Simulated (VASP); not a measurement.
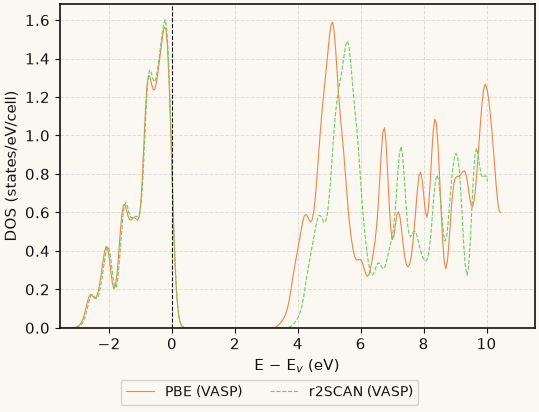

Total densities of states of NaH, space group Imm2, 2 atoms in the cell, zincblende type, shear (xy) strain +3.0%, by two methods on the same cell. The curves are built from the levels of the k mesh with Gaussians 0.3 eV wide, which also blur the band edges. Each is counted from its own valence-band top.

What changes from one method to the other?

PBE (VASP) gives a gap of 3.54 eV and r2SCAN (VASP) gives a gap of 3.98 eV.

Settings. PBE (VASP): DFT, PBE, plane waves, PAW, 8×8×8 k mesh, 520 eV cutoff (VASP 6.6.1). r2SCAN (VASP): DFT, r2SCAN, plane waves, PAW, 8×8×8 k mesh, 520 eV cutoff, Gaussian smearing of 0.01 eV (VASP).
